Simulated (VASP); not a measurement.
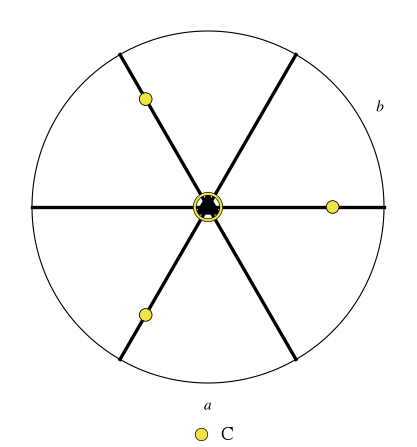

Directions from one silicon atom at (2/3, 1/3, 0.458) to its bonded neighbours, in stereographic projection down c (filled: above the plane of the page or in it, open: below). Crystal: SiC, coordinates from a relaxation with VASP Kohn-Sham DFT of a periodic cell, optB86b-vdW, VASP PAW PBE potentials, recommended (VASP). The drawing is computed from the coordinates (standard cell, symmetry found to 0.002 Å).

Neighbours are counted up to 2.17 Å for C. The symmetry elements of the site are drawn in: heavy lines are mirror planes (a heavy rim: a mirror in the plane of the page); lens, triangle, square and hexagon are 2-, 3-, 4- and 6-fold axes, a lens in an open square is −4, a triangle in an open hexagon −6; thin dashed diameters join the ends of axes that lie in the page; a small open circle marks inversion.

```cif
data_structure
_symmetry_space_group_name_H-M 'P 1'
_symmetry_Int_Tables_number 1
_cell_length_a 3.0898
_cell_length_b 3.0898
_cell_length_c 15.1641
_cell_angle_alpha 90.000
_cell_angle_beta 90.000
_cell_angle_gamma 120.000
_cell_volume 125.37
loop_
_atom_site_label
_atom_site_type_symbol
_atom_site_fract_x
_atom_site_fract_y
_atom_site_fract_z
_atom_site_occupancy
Si1 Si 0.66667 0.33333 0.45827 1
Si2 Si 0.33333 0.66667 0.95827 1
Si3 Si 0.66667 0.33333 0.79180 1
Si4 Si 0.33333 0.66667 0.29180 1
Si5 Si 0.00000 0.00000 0.62504 1
Si6 Si 0.00000 0.00000 0.12504 1
C1 C 0.66667 0.33333 0.33332 1
C2 C 0.33333 0.66667 0.83332 1
C3 C 0.66667 0.33333 0.66686 1
C4 C 0.33333 0.66667 0.16686 1
C5 C 0.00000 0.00000 0.49971 1
C6 C 0.00000 0.00000 0.99971 1
```

> How many neighbours are there, and at what angles?

4: 4 C at 1.89 Å. Angles between bonds: 109° (3×), 110° (3×).

> What is the site's symmetry in the crystal?

Point group 3m (C3v), order 6: one threefold axis, three mirror planes. In P6₃mc (No. 186) this is Wyckoff position 2b.
